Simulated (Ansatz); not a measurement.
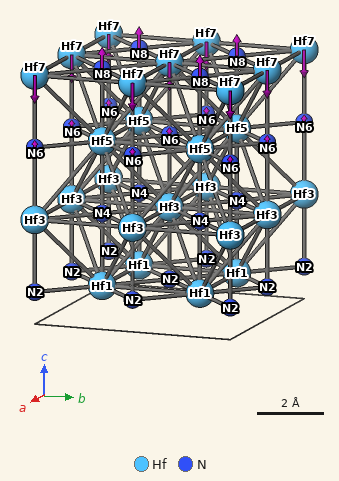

A constrained relaxation of a slab of composition HfN (cut from the Fm-3m phase). The starting structure is drawn; purple arrows show the displacements, magnified 10 times.

A ball-and-stick model of the 2 × 2 repeat of the cell, outlined in the plane, without the vacuum, seen slightly off an axis.

Case: clean slab, lower half held. The slab is the (1 0 0) face of HfN. 4 atoms are held fixed.

Theory: Ansatz, DFT PBEsol, scalar-relativistic, plane waves, PAW.

Input
```yaml
crystal:
  lattice:
    - [3.1830776025, 0.0, 0.0]
    - [0.0, 3.1830776025, 0.0]
    - [0.0, 0.0, 23.7523272733]
  atoms:
    - { symbol: Hf, position: [0.5, 0.5, 0.35785967] }
    - { symbol: "N", position: [0.0, 0.0, 0.35785967] }
    - { symbol: Hf, position: [0.0, 0.0, 0.45261989] }
    - { symbol: "N", position: [0.5, 0.5, 0.45261989] }
    - { symbol: Hf, position: [0.5, 0.5, 0.54738011] }
    - { symbol: "N", position: [0.0, 0.0, 0.54738011] }
    - { symbol: Hf, position: [0.0, 0.0, 0.64214033] }
    - { symbol: "N", position: [0.5, 0.5, 0.64214033] }
basis:
  ecutwfc: 420
kpoints:
  mp_grid: { grid: [9, 9, 1] }
hamiltonian:
  xc: pbesol
scf:
  occupations: { method: gaussian, width: 0.1 }
output:
  forces: true
  eigenvalues: true
  write_density: true
  write_potential: true
  elf: true
  volumetric_format: npy
relax:
  adjacent_minimum: "off"
  f_tol: 0.03
  max_steps: 70
  constraints: [{ sites: [0, 1, 2, 3] }]
efield:
  axis: 3
  dipole_correction: true
  ramp_width: 0.04
```

Run as
```bash
ansatz run input.yaml --threads 2 --pin off --max-ram 5120MiB --backend cpu --events-out ev --progress --plain --runs-dir out
```

Question: What happened in the run?

Answer: The atom that moves furthest is Hf7 (0.090 Å along the normal (−c)). Largest moves by element: Hf 0.090 Å, N 0.070 Å. The cell doesn't change. Near-neighbour distances that change, for instance: N6–Hf7 2.251 → 2.136 Å, Hf5–N8 2.251 → 2.325 Å, Hf5–Hf7 3.183 → 3.123 Å, Hf3–N6 2.251 → 2.275 Å. Bond angles that change, for instance: Hf7–N8–Hf7 180.0° → 171.9°, Hf5–N8–Hf7 90.0° → 85.9°. The energy falls by 0.121 eV per cell of the calculation in 3 accepted moves (4 points after the start). The largest force component goes from 1.5 to 0.011 eV/Å. 1 step only repeated the SCF at the same geometry.
